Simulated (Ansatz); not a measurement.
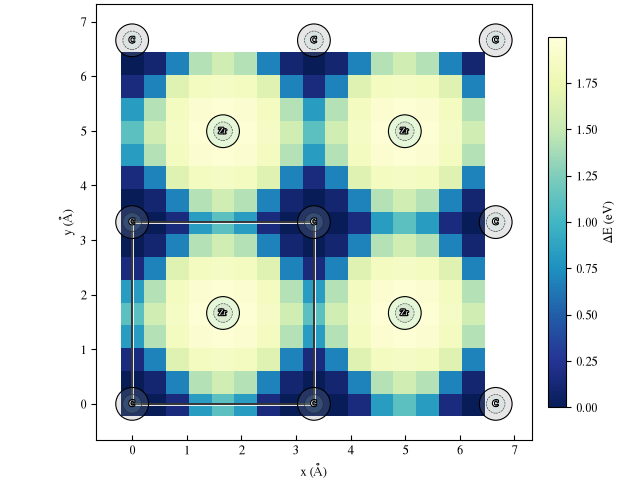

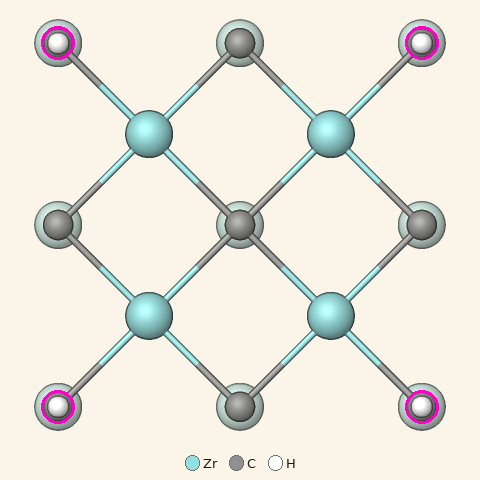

Energy landscape of H on a ZrC(100) slab cut from the Fm-3m phase, its upper half relaxed before the scan (24 atoms of substrate and one adsorbate in a 2 × 2 cell). H is moved over the surface cell; relaxed at each place: the height of the adsorbate's atoms; substrate rigid; the origin of the map has the adsorbate above C21. Places are given modulo a cell vector. The map is drawn in real space over the plane of the surface. Grid: 8 × 8 points; 15 points were computed and 49 follow by symmetry. Places are given in fractions of the 1 × 1 surface cell. Energies: eV, counted from the lowest grid point. Computed with DFT PBE, scalar-relativistic, plane waves, PAW in Ansatz. Settings: cutoff 420 eV, k-mesh 4×4×1, gaussian smearing 0.1 eV, no spin polarisation.

The picture shows one coloured cell a grid point, labelled circles for the atoms of the top layer and small ones for the second layer, the outline of one cell of the 2 × 2 shown. The second picture is the structure at the lowest point; rings mark the moved atoms.

**Summarise what can be read from the map.**

The lowest grid point is at the top site over a surface C atom, (0/8, 0/8) of the cell vectors. No other kind of well shows on this grid. The highest grid point, the top site over a surface Zr atom, (4/8, 4/8) of the cell vectors, lies 2.00 eV above the lowest. At the lowest point the adsorbate has 1 C at 1.13 Å as nearest neighbours, at the highest 1 Zr at 1.99 Å. Its relaxed height above the top atom is 1.13 Å at the lowest and 1.92 Å at the highest point.

Grid values (eV):

| second ↓, first → | 0/8 | 1/8 | 2/8 | 3/8 | 4/8 | 5/8 | 6/8 | 7/8 |
| --- | --- | --- | --- | --- | --- | --- | --- | --- |
| 7/8 | 0.00 | 0.10 | 0.68 | 1.44 | 1.56 | 1.44 | 0.68 | 0.10 |
| 6/8 | 0.16 | 0.68 | 1.65 | 1.85 | 1.86 | 1.85 | 1.65 | 0.68 |
| 5/8 | 0.83 | 1.44 | 1.85 | 1.94 | 1.97 | 1.94 | 1.85 | 1.44 |
| 4/8 | 1.12 | 1.56 | 1.86 | 1.97 | 2.00 | 1.97 | 1.86 | 1.56 |
| 3/8 | 0.83 | 1.44 | 1.85 | 1.94 | 1.97 | 1.94 | 1.85 | 1.44 |
| 2/8 | 0.16 | 0.68 | 1.65 | 1.85 | 1.86 | 1.85 | 1.65 | 0.68 |
| 1/8 | 0.00 | 0.10 | 0.68 | 1.44 | 1.56 | 1.44 | 0.68 | 0.10 |
| 0/8 | 0.00 | 0.00 | 0.16 | 0.83 | 1.12 | 0.83 | 0.16 | 0.00 |

The whole map (15 points run) took 28 min on 4 threads of Intel(R) Xeon(R) Processor @ 2.70GHz (shared host).
